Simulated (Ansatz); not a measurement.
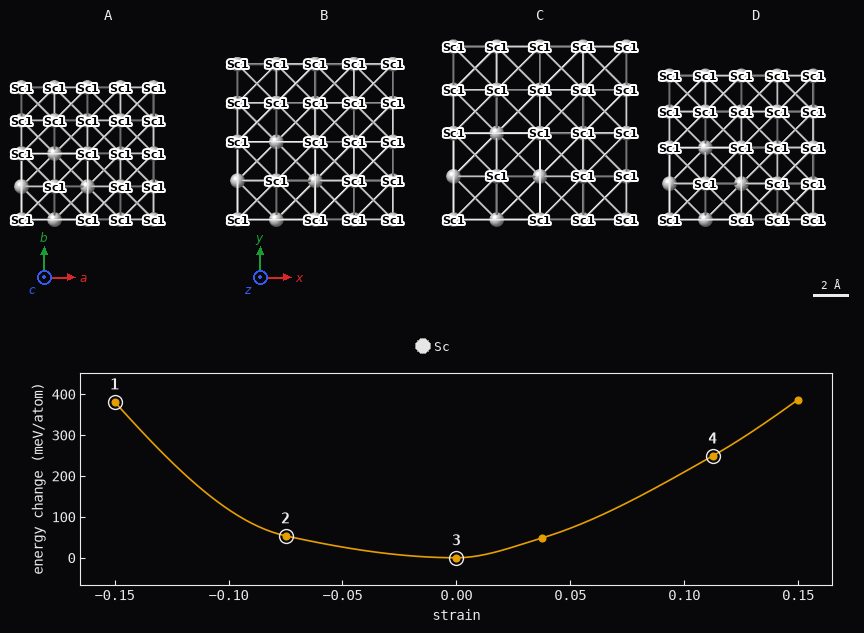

Energy scan for solid Sc (Fm-3m), in which the cell is strained equally along x and y, with the atoms kept at their fractional coordinates. x, y and z are the Cartesian axes of the input. The frames are shuffled; the numbered points of the plot belong to them. The picture is a ball-and-stick view of the conventional cell (4 times the calculation's cell), repeated 2 × 2 × 1 with one cell outlined, seen along the c axis. Lengths and directions refer to the drawn axes.

Theory: DFT LDA, scalar-relativistic, plane waves, PAW (Ansatz). Set-up: plane-wave cutoff 420 eV; k-point mesh 18 × 18 × 18; occupations gaussian; smearing width 0.15 eV; no spin polarisation. Energies (free energies at the smearing named) are counted from the cell as listed in its source, which wasn't relaxed.

**Match the frames to the points.**

Point 1 is frame A (the strain −0.15, 381 meV/atom); 2 is frame D (the strain −0.075, 54 meV/atom); 3 is frame B (the strain 0.00, 0 meV/atom); 4 is frame C (the strain 0.1125, 249 meV/atom). The lowest computed point lies at the strain 0.00 (0 meV/atom). The end points stand at 381 meV/atom (−0.15) and 387 meV/atom (0.15). The unrelaxed reference is under a pressure of −2.4 GPa, which tilts the curve. The distortion takes the space group from Fm-3m to I4/mmm. At the strain −0.15 the cell of the drawing goes a 4.541 → 3.860 Å, b 4.541 → 3.860 Å.
